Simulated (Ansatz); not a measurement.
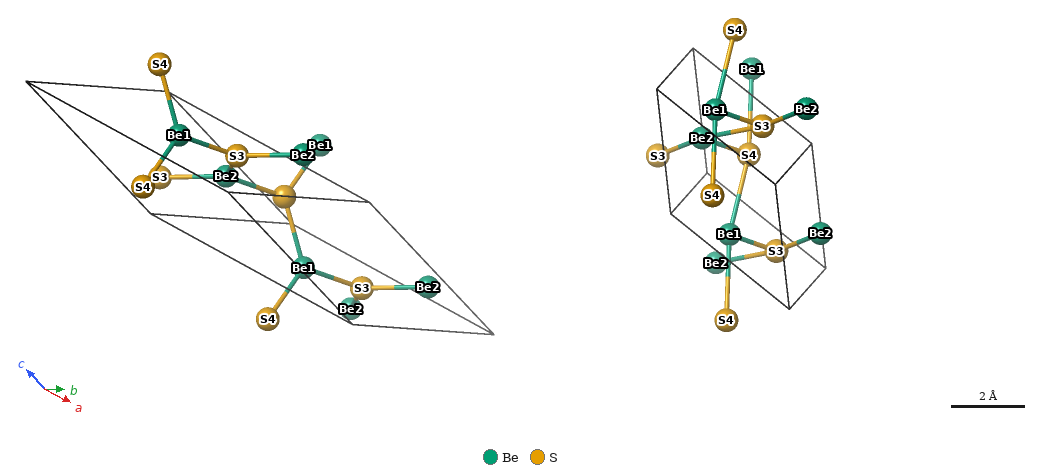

Two geometries of crystalline BeS (a generated structure, set up in I4_1md) (coarse preliminary run), drawn at one scale. One is the start of a relaxation, the other its converged end. The picture is a ball-and-stick view of the cell of the calculation, seen slightly off an axis.

All numbers below come from DFT PBE, scalar-relativistic, plane waves, PAW in Ansatz 0.2.0. Settings: plane-wave cutoff 420 eV; k-point mesh 6 × 6 × 6; occupations gaussian; smearing width 0.1 eV; no spin polarisation; cell and atoms relaxed; force threshold 0.04 eV/Å; at most 70 steps.

**Which of the two is the end point?**

The left one is the relaxed one. The energy falls by 1764 meV per atom in 25 accepted moves (27 points after the start). Largest force component: 7.4 eV/Å at the start, 0.013 eV/Å at the end. The pressure goes from 24.77 to 0.03 GPa. At 2 points the geometry stayed and the basis and grid were re-selected for the new cell (energy shift of 312 meV per atom at most each time). The largest moves relative to the cell, 0.79 Å, are those of Be1, Be2, S3 and S4. S3 goes along [−1 −1 0]. By element the largest moves are S 0.79 Å, Be 0.79 Å. The volume changes by +20.8 %, with a = b = c 4.334 → 6.457 Å (+49.0 %), α 112.6° → 148.1°, β 112.6° → 148.1°, γ 103.4° → 45.8°. Near-neighbour distances that change, for instance: S3–S4 2.754 → 3.464 Å, Be1–S4 2.421 → 2.016 Å, Be1–S3 1.627 → 2.019 Å. Bond angles that change, for instance: Be2–S3–Be2 166.5° → 123.4°, S4–Be1–S4 166.5° → 123.4°, Be1–S3–Be2 83.3° → 118.3°. The space group stays I4_1md (No. 109).
